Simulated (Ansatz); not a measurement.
System: MoSe.

The calculation's input:

```
crystal:
  lattice:
    - [0.0, 2.9582969925, 2.9582969925]
    - [2.9582969925, 0.0, 2.9582969925]
    - [2.9582969925, 2.9582969925, 0.0]
  atoms:
    - { symbol: Mo, position: [0.0, 0.0, 0.0] }
    - { symbol: Se, position: [0.25, 0.25, 0.25] }
basis:
  ecutwfc: 500
kpoints:
  mp_grid: { grid: [12, 12, 12] }
hamiltonian:
  xc: r2scan
  hubbard: { sites: [{ species: Mo, l: d, u_eff: 4.38 }] }
scf:
  occupations: { method: gaussian, width: 0.1 }
output:
  forces: true
  stress: true
  eigenvalues: true
  write_density: true
  write_potential: true
  elf: true
  volumetric_format: npy
```

Command:

```sh
ansatz run input.yaml --threads 1 --pin off --max-ram 2560MiB --backend cpu --events-out ev --progress --plain --runs-dir out
```

Below, planes, directions and counts refer to the conventional cell (a = 5.92 Å, b = 5.92 Å, c = 5.92 Å, α = 90.00°, β = 90.00°, γ = 90.00°).

Space group F-43m; started from the zinc blende prototype, which need not be the ambient phase; computed pressure about 3 GPa in this cell; computed without spin polarisation; Hubbard U of 4.38 eV on Mo d only.

These are results of DFT r2SCAN+U, scalar-relativistic, plane waves, PAW in Ansatz 0.2.0, not measurements.

Predict the valence pseudo-density and electron localisation function between the atoms.

Answer. Mo–Se (2.56 Å): the density is about 0.45 e/Å³ at the midpoint; the ELF is about 0.45 at the midpoint.

Does the calculation give a band gap?

Answer. It is gapped, with a Kohn–Sham gap of 1.1 eV on the k-point mesh, an upper bound to the gap of this method.

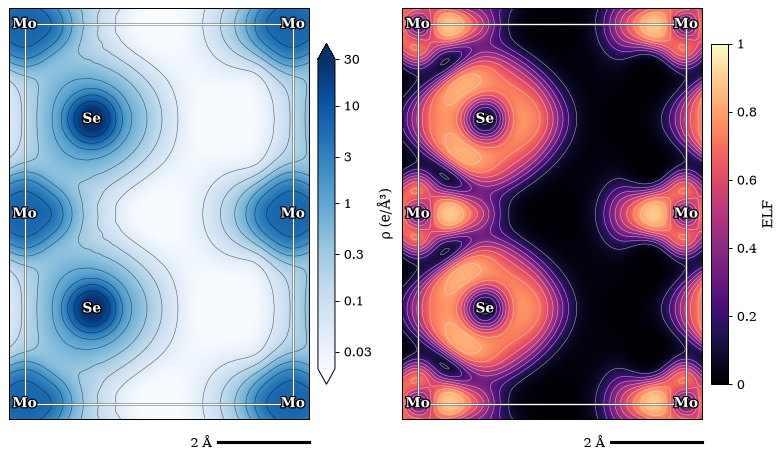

Computed valence pseudo-density and electron localisation function on the (110) plane of the conventional cell, in this order. 

Core electrons are frozen (PAW), and the valence fields are smoothed inside the atomic spheres.
